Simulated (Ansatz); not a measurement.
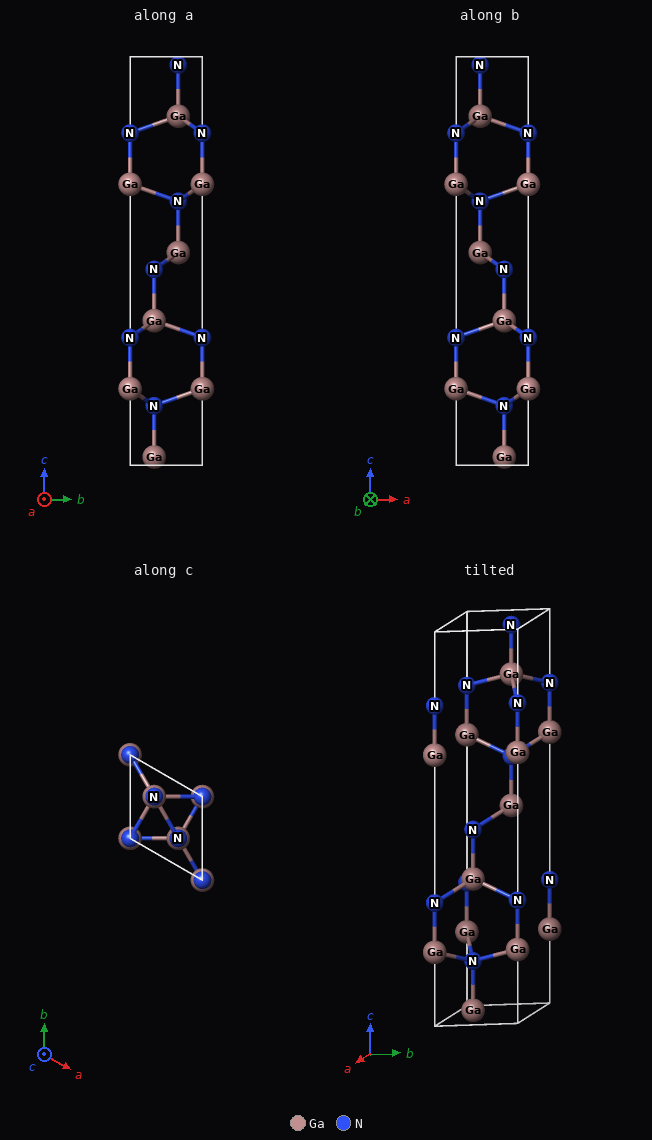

We look at a ball-and-stick model of the crystal along the a axis, along the b axis, along the c axis and slightly off an axis. The wireframe shows the conventional unit cell.

Lattice parameters: a = 3.2168 Å, b = 3.2168 Å, c = 15.7475 Å, α = 90.000°, β = 90.000°, γ = 120.000°.

> Transcribe the picture into a CIF with its space group and independent sites, with free fractional coordinates to two decimals.

```cif
data_structure
_symmetry_space_group_name_H-M 'P 63 m c'
_symmetry_Int_Tables_number 186
_cell_length_a 3.2168
_cell_length_b 3.2168
_cell_length_c 15.7475
_cell_angle_alpha 90.000
_cell_angle_beta 90.000
_cell_angle_gamma 120.000
_cell_volume 141.12
loop_
_atom_site_label
_atom_site_type_symbol
_atom_site_symmetry_multiplicity
_atom_site_Wyckoff_symbol
_atom_site_fract_x
_atom_site_fract_y
_atom_site_fract_z
_atom_site_occupancy
Ga1 Ga 2 a 0.00 0.00 0.19 1
Ga2 Ga 2 b 0.3333 0.6667 0.52 1
Ga3 Ga 2 b 0.3333 0.6667 0.85 1
N1 N 2 a 0.00 0.00 0.31 1
N2 N 2 b 0.3333 0.6667 0.98 1
N3 N 2 b 0.3333 0.6667 0.65 1
```

The structure was taken from a structure type filled with these elements by a generator (whether the compound takes this form wasn't checked). The structure drawn was relaxed with DFT PBE, scalar-relativistic, plane waves, PAW (Ansatz).
